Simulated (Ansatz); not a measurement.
## Run report: Al3GaAs4, band-structure calculation (part 1 of 2)

Al3GaAs4 (8 atoms in the cell), computed with DFT, HSE06, plane waves, PAW, no spin polarisation (Ansatz 0.2.0).

The structure was built on a prototype by a generator; it need not be a known phase. The geometry comes from this level: r2SCAN.

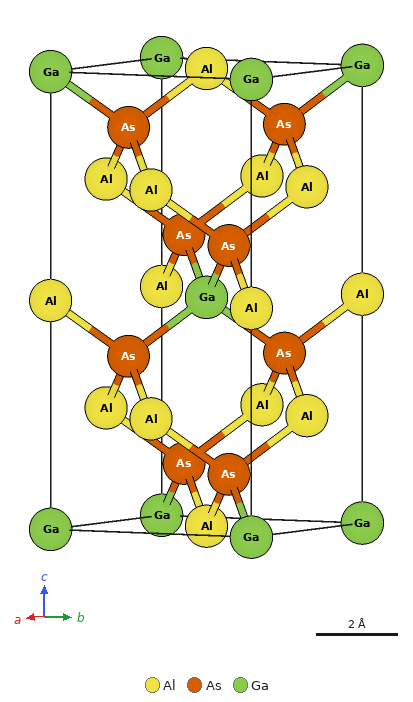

**Figure 1.** The structure as given in the input (ball-and-stick view of the cell 2 times as large as that of the calculation, set on its symmetry axes, seen at an oblique angle). An atom can appear more than once, as a periodic image. Near neighbours in the periodic cell (some may lie outside the picture): Al has 4 As at 2.46 Å; As has 3 Al at 2.46 Å and 1 Ga at 2.46 Å; Ga has 4 As at 2.46 Å.

### The input
```yaml
crystal:
  lattice:
    - [-2.8380025367, 2.8380025367, 5.6760419462]
    - [2.8380025367, -2.8380025367, 5.6760419462]
    - [2.8380025367, 2.8380025367, -5.6760419462]
  atoms:
    - { symbol: Al, position: [0.75, 0.25, 0.5] }
    - { symbol: As, position: [0.1249423858, 0.6246537848, 0.0] }
    - { symbol: Al, position: [0.5, 0.5, 0.0] }
    - { symbol: As, position: [0.8750576142, 0.8750576142, 0.499711399] }
    - { symbol: Al, position: [0.25, 0.75, 0.5] }
    - { symbol: As, position: [0.6246537848, 0.1249423858, 0.0] }
    - { symbol: Ga, position: [0.0, 0.0, 0.0] }
    - { symbol: As, position: [0.3753462152, 0.3753462152, 0.500288601] }
kpoints:
  mp_grid: { grid: [4, 4, 4] }
  band_path:
    path:
      - [0.0, 0.0, 0.0]
      - [0.0, 0.0, 0.5]
      - [0.25, 0.25, 0.25]
      - [0.0, 0.5, 0.0]
      - [0.5, 0.5, -0.5]
      - [0.312499188, 0.687500812, -0.312499188]
      - [-0.312499188, 0.312499188, 0.312499188]
      - [-0.124998376, 0.124998376, 0.5]
      - [0.5, 0.5, -0.124998376]
      - [-0.044271, -0.044271, 0.044271]
    npoints: 1
hamiltonian:
  xc: hse06
scf:
  occupations: { method: fixed }
  n_extra_bands: 6
output:
  forces: true
  stress: true
  eigenvalues: true
  write_density: true
  write_potential: true
  elf: true
  volumetric_format: npy
```

Command:
```bash
ansatz run input.yaml --threads 4 --pin off --max-ram 6451MiB --backend cpu --events-out ev --progress --plain --runs-dir out
```

### The program's output
```
Warning: output.stress: scf.convergence.dr2_threshold = 1e-7 eV (the SCF's general default) is looser than the 8e-10 eV advised for a printed stress (1e-10 eV for each atom of the cell: 8). What an SCF threshold leaves in a stress goes as its square root, and in the free energy as the threshold itself, and one threshold admits the most on a small cell: of the crystals measured, under no hybrid functional and no lock of the moments, on runs that ended without the residual-converged pass, on stresses that held no estimate of that error, the worst erred by over 100 MPa in a component at 1e-7 eV an atom and by under 5 at 1e-10. Set scf.convergence.dr2_threshold to 8e-10 eV or tighter. The threshold is an SCF's pass mark: one that does not reach it within its budget of iterations ends unconverged, or closes short of it on a stop that the run arms, and scf.convergence.dr2_threshold's page says what that costs each kind of run
Warning: output.stress: scf.exx.energy_threshold = 1e-6 eV is looser than the 8e-8 eV advised for a stress under a hybrid functional (1e-8 eV for each atom of the cell: 8). Every SCF of the exchange loop can meet its threshold on dr2 while the loop round them stops early: no threshold on dr2 bounds what that leaves in the stress. Set scf.exx.energy_threshold to 8e-8 eV or tighter. The threshold is the loop's pass mark: a loop that does not reach it within its budget of cycles ends unconverged, and scf.exx.energy_threshold's page has the law
scf.n_extra_bands = 6 over 41 filled bands (N_el = 82.0): the run solves 47 bands
Engine: ansatz 0.2.0, aarch64-unknown-linux-gnu
Pseudopotentials: kind: paw
Pseudopotential: Al, paw, valence charge 3, recommended cutoff 420 eV (normal), Al.paw.azcp
Pseudopotential: As, paw, valence charge 15, recommended cutoff 420 eV (normal), As.paw.azcp
Pseudopotential: Ga, paw, valence charge 13, recommended cutoff 420 eV (normal), Ga.paw.azcp
Functional definition: HSE06
  parameter a = 0.25
  parameter omega = 0.11/bohr
  exchange = pbe_x - a*pbe_x_sr(omega) + a*exact_x_sr(omega)
  correlation = pbe_c
davidson cushion auto → on  (no smearing: the cushion is to keep the highest requested band from converging to the state above it; pin scf.eigensolver.cushion to override)
Crystal: 8 atoms, lattice volume = 182.865 Å³
Basis set: ecut = 420 eV, 3571 PW (Γ), exchange–correlation on 96×96×96 points (8 copies of the dense FFT grid, shifted against one another)
Bands: 47, of which v1, the nominal top of the filled ones, is band 41 counted from 1 (40 counted from 0)
Symmetry: 8 space group operations
Space group: I-42m (ITA 121), of the structure as read, at distance tolerance 5.7e-5 Å
k-points: 13 of 64 (time reversal used)
Non-local potential: Al, projectors of the file, l = 0: 2, l = 1: 2, l = 2: 1
Non-local potential: As, projectors of the file, l = 0: 2, l = 1: 2, l = 2: 3, l = 3: 1
Non-local potential: Ga, projectors of the file, l = 0: 2, l = 1: 2, l = 2: 3, l = 3: 1
PAW form: soft (Blöchl's): semilocal exchange-correlation on the pseudo side does not see the compensation charge
PAW frozen core: Al, regenerated for the run's functional, and the local potential with it (the file was generated under x = pbe(κ = 0.804, μ = 0.2195149727645171), c = pbe(β = 0.06672455060314922))
PAW frozen core: As, regenerated for the run's functional, and the local potential with it (the file was generated under x = pbe(κ = 0.804, μ = 0.2195149727645171), c = pbe(β = 0.06672455060314922))
PAW frozen core: Ga, regenerated for the run's functional, and the local potential with it (the file was generated under x = pbe(κ = 0.804, μ = 0.2195149727645171), c = pbe(β = 0.06672455060314922))
PAW one-centre angular grid: Al, 110 points (default); XC on 64 Gauss nodes
PAW one-centre angular grid: As, 590 points (default); XC on 64 Gauss nodes
PAW one-centre angular grid: Ga, 590 points (default); XC on 64 Gauss nodes
Initial density: superposition of atomic densities (neutral atoms: chi_scale 0, normalization atom), corrected by the library's trained network
Initial wavefunctions: pseudopotential atomic-orbital guess
Functional: x = pbe(κ = 0.804, μ = 0.2195149727645171), c = pbe(β = 0.06672455060314922), warm-up for x = pbe(κ = 0.804, μ = 0.2195149727645171) + 0.25 (exact − pbe) at short range (hse, ω = 0.20786987370883472 Å⁻¹), c = pbe(β = 0.06672455060314922); HSE06 as pw.x's `hse` composes it (authors' and Libxc's form: `xc: wpbeh`)
SCF iter   1: F=—  HF=-24823.637783 eV  |F-HF|=—  |Δ(HF+E_count)|=         —  Δρ=1.57e-3  dr2=9.24e-3  ethr=1.77e-3  ⟨swp⟩=9.5  Hψ=2690  notcnv=0
preconditioner: auto → none  [insulator: Δε(μ)=1.448 eV  Ē_g=10.373 eV  n_scr=36 (ndim 8)  ℏωp=17.8 eV  f_vac=0.020]
iter 2 solved again at ethr=7.96e-7 eV; its pass at ethr=1.13e-5 eV (dr2=6.53e-4 eV) is discarded
SCF iter   2: F=—  HF=-24823.636491 eV  |F-HF|=—  |Δ(HF+E_count)|=   1.29e-3  Δρ=5.32e-4  dr2=6.58e-4  ethr=7.96e-7  ⟨swp⟩=2.8  Hψ=3454  notcnv=0  defer=2
SCF iter   3: F=-24823.636488 eV  HF=-24823.636472 eV  |F-HF|=1.63e-5  |Δ(HF+E_count)|=   1.96e-5  Δρ=2.45e-4  dr2=1.38e-4  ethr=7.96e-7  ⟨swp⟩=3.5  Hψ=1883  notcnv=0
SCF 1 stopped early in 3 iterations: F = -24823.636488 eV  dr2 = 1.38e-4
  greatest PAW one-centre occupation: 0.999 electrons in one spin orbital (limit 2), on the As atom at site 5 (counted from 0), in its partial waves of l = 2
Initial density: handed on by an earlier stage of this run
Initial wavefunctions: those handed on with the density
Functional: x = pbe(κ = 0.804, μ = 0.2195149727645171) + 0.25 (exact − pbe) at short range (hse, ω = 0.20786987370883472 Å⁻¹), c = pbe(β = 0.06672455060314922); HSE06 as pw.x's `hse` composes it (authors' and Libxc's form: `xc: wpbeh`)
Exchange kernel: α = 0.2500, screened, ω = 0.2079 Å⁻¹, Wigner–Seitz truncation, v(0) = 1046.6883 eV·Å³, q-mesh 4×4×4, nearest image of the exchange supercell L = 22.70 Å, pair-density grid 25×25×25, without the augmentation charges, whose exchange is taken in its separable form by FFT convolution over the k-point mesh (sized by the pseudopotential files, 40×40×32 at the most), smooth part of the exact exchange by density-matrix convolution
Frozen-core exchange: fock
SCF iter   1: F=—  HF=-24830.596458 eV  |F-HF|=—  |Δ(HF+E_count)|=         —  Δρ=7.35e-3  dr2=4.45e-2  ethr=1.68e-6  ⟨swp⟩=8.3  Hψ=3309  notcnv=0
preconditioner: auto → none  [insulator: Δε(μ)=2.076 eV  Ē_g=12.186 eV  n_scr=36 (ndim 8)  ℏωp=17.8 eV  f_vac=0.017]
SCF iter   2: F=—  HF=-24830.553635 eV  |F-HF|=—  |Δ(HF+E_count)|=   4.28e-2  Δρ=2.22e-3  dr2=8.48e-3  ethr=1.68e-6  ⟨swp⟩=4.8  Hψ=2605  notcnv=0
SCF iter   3: F=—  HF=-24830.552441 eV  |F-HF|=—  |Δ(HF+E_count)|=   1.19e-3  Δρ=1.25e-3  dr2=3.06e-3  ethr=1.68e-6  ⟨swp⟩=4.0  Hψ=1822  notcnv=0
SCF iter   4: F=—  HF=-24830.576596 eV  |F-HF|=—  |Δ(HF+E_count)|=   2.42e-2  Δρ=1.22e-3  dr2=1.64e-3  ethr=1.33e-6  ⟨swp⟩=4.5  Hψ=2551  notcnv=0
SCF iter   5: F=—  HF=-24830.576035 eV  |F-HF|=—  |Δ(HF+E_count)|=   5.61e-4  Δρ=4.76e-4  dr2=1.82e-4  ethr=1.33e-6  ⟨swp⟩=3.0  Hψ=1591  notcnv=0
SCF iter   6: F=—  HF=-24830.575954 eV  |F-HF|=—  |Δ(HF+E_count)|=   8.08e-5  Δρ=1.26e-4  dr2=7.43e-5  ethr=1.85e-7  ⟨swp⟩=3.0  Hψ=1649  notcnv=0
SCF iter   7: F=—  HF=-24830.576404 eV  |F-HF|=—  |Δ(HF+E_count)|=   4.51e-4  Δρ=1.21e-4  dr2=2.82e-5  ethr=2.10e-8  ⟨swp⟩=5.4  Hψ=2106  notcnv=0
SCF iter   8: F=-24830.576396 eV  HF=-24830.576396 eV  |F-HF|=1.63e-9  |Δ(HF+E_count)|=   8.64e-6  Δρ=1.34e-5  dr2=2.06e-6  ethr=2.10e-8  ⟨swp⟩=3.2  Hψ=1568  notcnv=0
SCF 2 stopped early in 8 iterations: F = -24830.576396 eV  dr2 = 2.06e-6
  Residual-converged pass: ⟨swp⟩=3.8  Hψ=1828  notcnv=0  max |occ|·‖R‖ = 6.6e-6 eV (tolerance 6.7e-6 eV)  dr2=2.05e-6  dr2_onsite=9.43e-8  max |Δocc| = 0.0e0
  greatest PAW one-centre occupation: 0.999 electrons in one spin orbital (limit 2), on the As atom at site 7 (counted from 0), in its partial waves of l = 2
hybrid outer 1: dexx = +2.797e-2 eV, tail = 1.74e-4 eV
Exchange kernel: α = 0.2500, screened, ω = 0.2079 Å⁻¹, Wigner–Seitz truncation, v(0) = 1046.6883 eV·Å³, q-mesh 4×4×4, nearest image of the exchange supercell L = 22.70 Å, pair-density grid 25×25×25, without the augmentation charges, whose exchange is taken in its separable form by FFT convolution over the k-point mesh (sized by the pseudopotential files, 40×40×32 at the most), smooth part of the exact exchange by density-matrix convolution
Frozen-core exchange: fock
SCF iter   1: F=—  HF=-24830.577167 eV  |F-HF|=—  |Δ(HF+E_count)|=         —  Δρ=4.81e-5  dr2=3.68e-6  ethr=1.06e-6  ⟨swp⟩=2.9  Hψ=1373  notcnv=0
preconditioner: auto → none  [insulator: Δε(μ)=2.091 eV  Ē_g=12.111 eV  n_scr=36 (ndim 8)  ℏωp=17.8 eV  f_vac=0.018]
SCF iter   2: F=—  HF=-24830.577173 eV  |F-HF|=—  |Δ(HF+E_count)|=   5.30e-6  Δρ=2.83e-5  dr2=1.50e-6  ethr=4.05e-9  ⟨swp⟩=5.0  Hψ=2555  notcnv=0  defer=1
SCF iter   3: F=—  HF=-24830.577172 eV  |F-HF|=—  |Δ(HF+E_count)|=   4.43e-7  Δρ=1.24e-5  dr2=1.59e-7  ethr=1.64e-9  ⟨swp⟩=3.5  Hψ=1524  notcnv=0
SCF iter   4: F=—  HF=-24830.577172 eV  |F-HF|=—  |Δ(HF+E_count)|=   3.70e-7  Δρ=3.85e-6  dr2=3.24e-8  ethr=1.62e-10  ⟨swp⟩=5.3  Hψ=2058  notcnv=0
SCF iter   5: F=—  HF=-24830.577172 eV  |F-HF|=—  |Δ(HF+E_count)|=   2.05e-8  Δρ=8.97e-7  dr2=2.71e-9  ethr=3.80e-11  ⟨swp⟩=4.0  Hψ=1986  notcnv=0
SCF iter   6: F=-24830.577172 eV  HF=-24830.577172 eV  |F-HF|=2.22e-10  |Δ(HF+E_count)|=  4.91e-10  Δρ=2.77e-7  dr2=6.69e-10  ethr=1.87e-12  ⟨swp⟩=4.0  Hψ=1712  notcnv=0
SCF 3 converged in 6 iterations: F = -24830.577172 eV  dr2 = 6.69e-10
  Residual-converged pass: ⟨swp⟩=2.8  Hψ=1310  notcnv=0  max |occ|·‖R‖ = 8.9e-7 eV (tolerance 8.9e-7 eV)  dr2=6.75e-10  dr2_onsite=2.39e-11  max |Δocc| = 0.0e0
  greatest PAW one-centre occupation: 0.999 electrons in one spin orbital (limit 2), on the As atom at site 3 (counted from 0), in its partial waves of l = 2
hybrid outer 2: dexx = +3.151e-6 eV, tail = 8.04e-8 eV, Δε = 2.58e-3 eV (about 9.19e-5 eV left of the loop's levels), ΔF = 2.87e-3 eV/Å (tail 8.16e-4)
Exchange kernel: α = 0.2500, screened, ω = 0.2079 Å⁻¹, Wigner–Seitz truncation, v(0) = 1046.6883 eV·Å³, q-mesh 4×4×4, nearest image of the exchange supercell L = 22.70 Å, pair-density grid 25×25×25, without the augmentation charges, whose exchange is taken in its separable form by FFT convolution over the k-point mesh (sized by the pseudopotential files, 40×40×32 at the most), smooth part of the exact exchange by density-matrix convolution
Frozen-core exchange: fock
SCF iter   1: F=—  HF=-24830.577173 eV  |F-HF|=—  |Δ(HF+E_count)|=         —  Δρ=1.61e-6  dr2=5.10e-9  ethr=4.90e-10  ⟨swp⟩=5.6  Hψ=1479  notcnv=0
preconditioner: auto → none  [insulator: Δε(μ)=2.092 eV  Ē_g=12.110 eV  n_scr=36 (ndim 8)  ℏωp=17.8 eV  f_vac=0.018]
SCF iter   2: F=-24830.577173 eV  HF=-24830.577173 eV  |F-HF|=1.16e-10  |Δ(HF+E_count)|=  6.58e-10  Δρ=4.96e-7  dr2=4.26e-10  ethr=5.84e-12  ⟨swp⟩=4.2  Hψ=2099  notcnv=0
SCF 4 converged in 2 iterations: F = -24830.577173 eV  dr2 = 4.26e-10
  Residual-converged pass: ⟨swp⟩=2.0  Hψ=1161  notcnv=0  max |occ|·‖R‖ = 1.8e-6 eV (tolerance 2.1e-6 eV)  dr2=4.27e-10  dr2_onsite=3.11e-10  max |Δocc| = 0.0e0
```

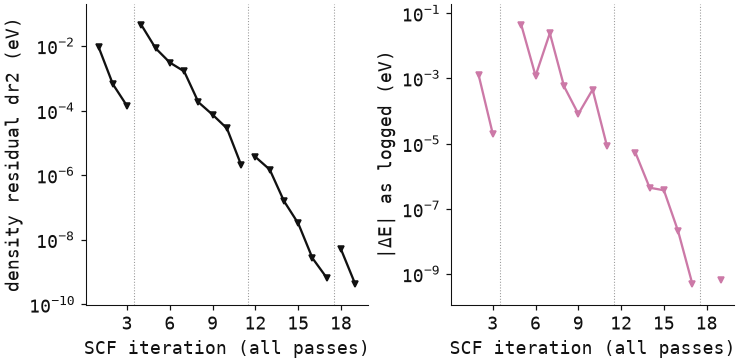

**Figure 2.** Convergence of the self-consistent field: density residual dr2 and size of the energy change against the SCF iteration. The run starts with a semilocal functional; after that each stretch between dotted lines is one SCF of the hybrid functional between two exact rebuilds of the exchange operator by the outer loop. Early passes are stopped at a loose threshold. The passes take 3, 8, 6 and 2 iterations.

```
hybrid outer 3: dexx = +1.125e-9 eV, tail = 1.49e-9 eV, Δε = 4.37e-5 eV (about 1.11e-5 eV left of the loop's levels), ΔF = 3.37e-5 eV/Å (tail 9.02e-5)
the search or the solves at the SCF's close seem to have found levels that the self-consistency loop had missed (the run counts 1). By its estimate they hold under 1e-12 electrons; where the run keeps them, the occupations were computed again with them
NSCF: frozen V_eff on 10 k-points
hybrid SCF converged: 3 outer / 16 inner (+3 warm-up), last move |dexx| = 1.13e-9 eV, tail = 1.49e-9 eV
Stability not checked: this state was not tested for a lower state beside it, because the functional holds exact exchange (a hybrid, or Hartree-Fock), whose exchange loop this test does not read (fock_operator; see scf.lower_state_search)
Free energy (F): -24830.577173 eV
Frozen-core exchange: fock
Harris-Foulkes:  -24830.577173 eV  (|F-HF|=1.16e-10)
Internal energy: -24830.577173 eV  (E = F + TS)
E sigma→0 (E₀):  -24830.577173 eV
Fermi energy:    6.277217 eV
--- Per-component energies (eV) ---
  E_band       = -1340.576851
  E_kinetic    = 595.044909
  E_local      = -10718.635381  (includes V_loc(G=0)·N_el)
  E_nonlocal   = -2227.395819
  E_hartree    = 5595.040831
  E_xc         = -408.936817
  E_vxc        = -372.549116  (∫ρ·V_xc dr)
  E_exx        = -304.109828  (= α·E_x^exact, valence–valence)
  E_paw        = -10528.619317  (= ΣΔE_a)
  E_vpaw       = 801.097780  (= ΣTr[D̂ρ^β])
  E_aug_tail   = -0.000113  (compensation charges beyond the density's cutoff)
  E_ewald      = -6829.902364
  E_core_change = -3.063273  (= ΣΔE_core)
  E_smearing   = -0.000000  (= −TS)
  E_closure    = -0.000001  (closes the sum)
  Σ components = -24830.577173   (vs F -24830.577173, Δ=-3.64e-12)
```
